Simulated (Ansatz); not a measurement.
Ti₈HO₁₆ (cell with a defect)

The calculation's input:

```
crystal:
  lattice:
    - [4.6403500701, -4.6403500701, 0.0]
    - [4.6403500701, 4.6403500701, 0.0]
    - [-4.6403500701, 0.0, 6.01222529]
  atoms:
    - { symbol: Ti, position: [0.0, 0.5, 0.0] }
    - { symbol: Ti, position: [0.25, 0.75, 0.5] }
    - { symbol: Ti, position: [0.5, 0.0, 0.0] }
    - { symbol: Ti, position: [0.75, 0.25, 0.5] }
    - { symbol: Ti, position: [0.125, 0.125, 0.25] }
    - { symbol: Ti, position: [0.375, 0.375, 0.75] }
    - { symbol: Ti, position: [0.6403208239, 0.6298789715, 0.2537457835], spin: 0.167 }
    - { symbol: Ti, position: [0.875, 0.875, 0.75] }
    - { symbol: O, position: [0.125, 0.8193530348, 0.25] }
    - { symbol: O, position: [0.375, 0.0693530348, 0.75] }
    - { symbol: O, position: [0.6326257159, 0.3237638215, 0.2663947647], spin: 0.167 }
    - { symbol: O, position: [0.875, 0.5693530348, 0.75] }
    - { symbol: O, position: [0.3056469652, 0.5, 0.0] }
    - { symbol: O, position: [0.5556469652, 0.75, 0.5] }
    - { symbol: O, position: [0.8056469652, 1.0, 0.0] }
    - { symbol: O, position: [0.0556469652, 0.25, 0.5] }
    - { symbol: O, position: [0.6854946516, 0.4855243771, 0.0001701185], spin: 0.167 }
    - { symbol: O, position: [0.932613849, 0.7561610605, 0.50630175], spin: 0.167 }
    - { symbol: O, position: [0.1943530348, 1.0, 0.0] }
    - { symbol: O, position: [0.4443530348, 0.25, 0.5] }
    - { symbol: O, position: [0.1213957445, 0.437018916, 0.2396575487], spin: 0.167 }
    - { symbol: O, position: [0.375, 0.6806469652, 0.75] }
    - { symbol: O, position: [0.625, 0.9306469652, 0.25] }
    - { symbol: O, position: [0.875, 0.1806469652, 0.75] }
    - { symbol: H, position: [0.8339362573, 0.4324412506, 0.2199496623], spin: 0.167 }
  host:
    lattice:
      - [4.6403500701, 0.0, 0.0]
      - [0.0, 4.6403500701, 0.0]
      - [0.0, 0.0, 3.006112645]
    atoms:
      - { symbol: Ti, position: [0.5, 0.5, 0.0] }
      - { symbol: Ti, position: [0.0, 0.0, 0.5] }
      - { symbol: O, position: [0.6943530348, 0.6943530348, 0.5] }
      - { symbol: O, position: [0.8056469652, 0.1943530348, 0.0] }
      - { symbol: O, position: [0.1943530348, 0.8056469652, 0.0] }
      - { symbol: O, position: [0.3056469652, 0.3056469652, 0.5] }
basis:
  ecutwfc: 420
  xc_grid: 2
kpoints:
  mp_grid: { grid: [2, 2, 2], shift: [0.0, 0.0, 0.0] }
hamiltonian:
  xc: pbe
  hubbard: { sites: [{ species: Ti, l: d, u_eff: 4.0 }] }
scf:
  occupations: { method: gaussian, width: 0.01 }
output:
  forces: true
  stress: false
  eigenvalues: true
  populations: true
  charged_corrections: { defect_position: [0.834375, 0.434375, 0.21875] }
  write_density: true
  write_potential: true
  elf: true
  volumetric_format: npy
magnetization:
  spin_polarized: true
relax:
  adjacent_minimum: "off"
  f_tol: 0.025
  max_steps: 45
```

Launched as:

```sh
ansatz run input.yaml --threads 4 --pin off --max-ram 10240MiB --backend cpu --events-out ev --progress --plain --runs-dir out
```

The fields are those of the run's last geometry, not of the input's.

Hubbard U of 4 eV on Ti d only; spin-polarised.

These are results of DFT PBE+U, scalar-relativistic, plane waves, PAW (Ansatz 0.2.0), not measurements.

The density is the valence pseudo-density of a PAW calculation; it isn't the true density close to the nuclei.

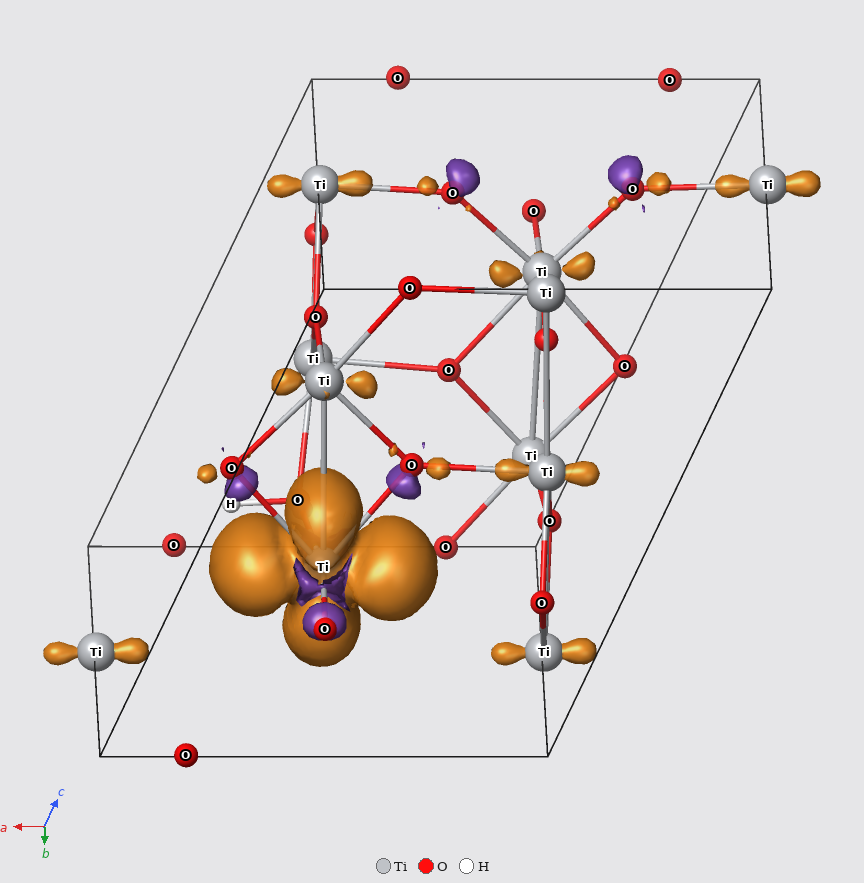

Figure 1. Isosurfaces of the magnetisation density (up minus down) at +0.015 (orange) and −0.015 e/Å³ (purple), seen at an oblique angle. Sticks mark near contacts.

### Which atoms carry the moments, and with what signs?

The spin density sits on Ti: +0.7 μB in one cell of 25 atoms: a single local moment. The cell of the calculation (25 atoms) carries 1.0 μB of net spin moment.

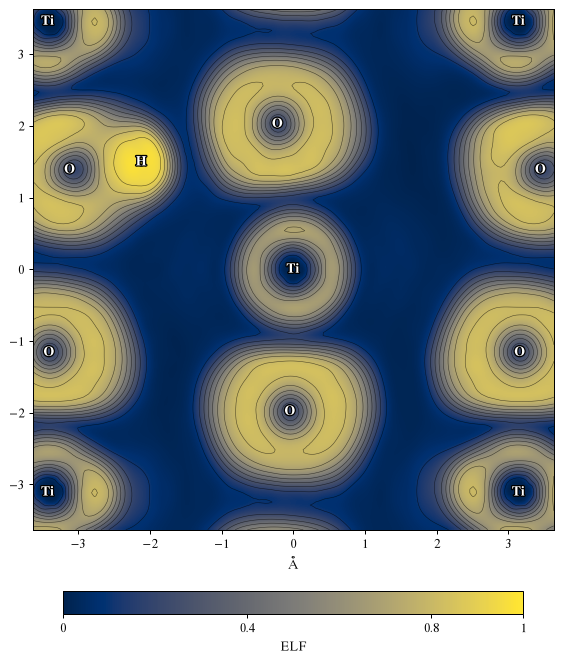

Figure 2. Electron localisation function on the (001) plane of the calculation cell.

### What does the map show?

Atoms in the plane: Ti, O and H.
O–H (0.99 Å): the ELF climbs to about 1 towards the hydrogen, as it does in any bond to H (an ordinary covalent bond to hydrogen).
Ti–O (1.95 Å): the ELF peaks at about 0.85 in the valence shell of O, 0.6 Å from its nucleus, and is about 0.20 at the midpoint; no localised pair shows between them.
Ti–O (1.98 Å): the ELF peaks at about 0.85 in the valence shell of O, 0.6 Å from its nucleus, and is about 0.20 at the midpoint; no localised pair shows between them.
Ti–O (2.04 Å): the ELF peaks at about 0.85 in the valence shell of O, 0.6 Å from its nucleus, and is about 0.20 at the midpoint; no localised pair shows between them.
The features right at Ti lie inside the PAW spheres, where the map follows smoothed inner orbitals and isn't to be read closely.

### Does the calculation make it a metal, or give it a gap?

It is gapped, with a Kohn–Sham gap of 1.3 eV on the k-point mesh, an upper bound to the gap of this method.
